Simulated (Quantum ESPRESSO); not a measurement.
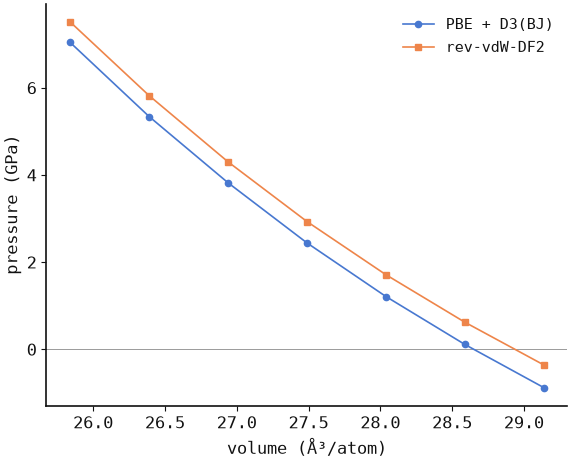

The figure shows the pressure against volume, with one curve for each functional, for InAs (space group F-43m).

Method: plane-wave DFT, no spin polarisation; energies at scaled volumes of the given cell, shape and fractions fixed, counted from the fit's minimum, third-order Birch-Murnaghan fit (Quantum ESPRESSO 7.5). All runs: no spin polarisation.

k mesh 8×8×8; occupations Fermi–Dirac; smearing width 0.05 eV; potentials PseudoDojo 0.4.1 SR PBE standard; wave cutoff 1143 eV; density cutoff 4572 eV.

### Order the curves by fitted equilibrium volume, smallest first.

PBE + D3(BJ) 28.647, rev-vdW-DF2 28.930 Å³/atom.

### Order the curves by fitted bulk modulus, smallest first.

Rev-vdW-DF2 51, PBE + D3(BJ) 54 GPa.

Note: potentials made for another functional (rev-vdW-DF2).

The computed values:

PBE + D3(BJ):
```
volume (Å³/atom)  pressure (GPa)
           25.84            7.04
           26.39            5.34
           26.94            3.82
           27.49            2.44
           28.04            1.21
           28.59            0.11
           29.14           -0.88
```

rev-vdW-DF2:
```
volume (Å³/atom)  pressure (GPa)
           25.84            7.51
           26.39            5.82
           26.94            4.30
           27.49            2.93
           28.04            1.71
           28.59            0.62
           29.14           -0.36
```
